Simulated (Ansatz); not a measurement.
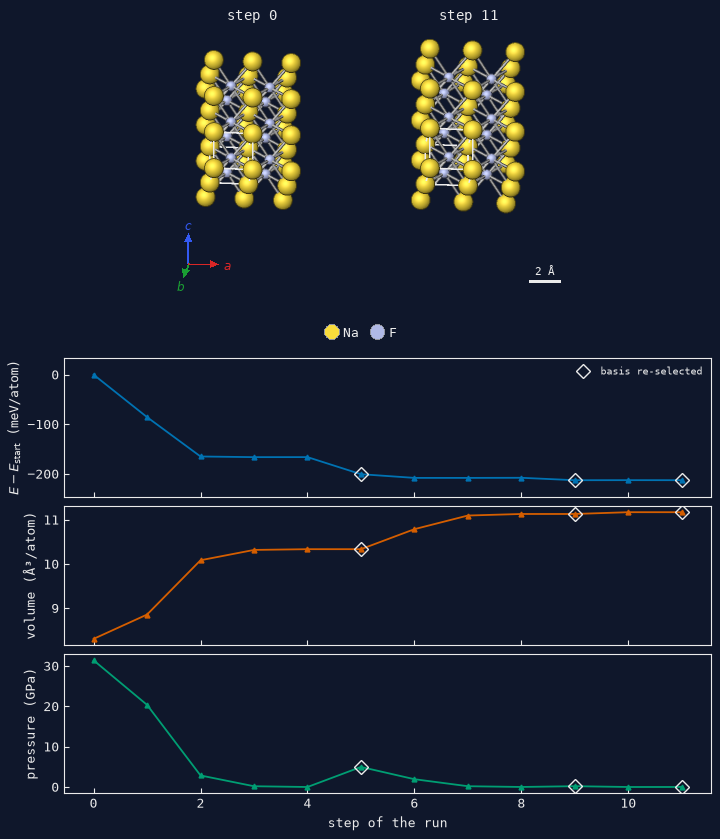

First and last geometry of a relaxation of solid NaF (built on the CsCl type), with the history of the run. The picture is a ball-and-stick view of the cell of the calculation, repeated 2 × 2 × 3 with one cell outlined, seen from a free direction.

Level of theory: Ansatz 0.2.0, DFT, PBEsol, plane waves, PAW. (plane-wave cutoff 420 eV; k-point mesh 8 × 8 × 8; occupations fermi dirac; smearing width 0.03 eV; no spin polarisation; cell and atoms relaxed; force threshold 0.01 eV/Å; at most 120 steps)

Question: Read the history and describe the run.

Answer: It converged. Over 8 accepted moves (11 points after the start) the energy falls by 213 meV per atom. All forces vanish by symmetry, so only the cell relaxes. The pressure goes from 31.41 to 0.01 GPa. The SCF was repeated 3 times at an unchanged geometry on a basis and grid sized afresh for the cell, which shifted the energy by 34.4 meV per atom at most. The atoms keep their places relative to the cell (all moves are under 0.005 Å). The drawn cell changes as follows: a = b = c 2.552 → 2.817 Å (+10.4 %); the volume changes by +34.5 %. Some distances before and after: Na–Na 2.552 → 2.817 Å, F–Na 2.210 → 2.439 Å. The space group stays Pm-3m (No. 221).

| step | E − E(0), meV/atom | pressure, GPa | volume, Å³/atom | note |
| --- | --- | --- | --- | --- |
| 0 | 0.00 | 31.41 | 8.306 |  |
| 1 | -85.63 | 20.36 | 8.857 |  |
| 2 | -164.90 | 2.86 | 10.085 |  |
| 3 | -166.21 | 0.19 | 10.318 |  |
| 4 | -166.16 | 0.00 | 10.335 |  |
| 5 | -200.59 | 4.97 | 10.335 | same geometry, new basis |
| 6 | -208.03 | 1.93 | 10.788 |  |
| 7 | -208.04 | 0.19 | 11.096 |  |
| 8 | -207.81 | 0.01 | 11.132 |  |
| 9 | -212.71 | 0.20 | 11.132 | same geometry, new basis |
| 10 | -212.58 | 0.00 | 11.172 |  |
| 11 | -212.66 | 0.01 | 11.172 | same geometry, new basis |
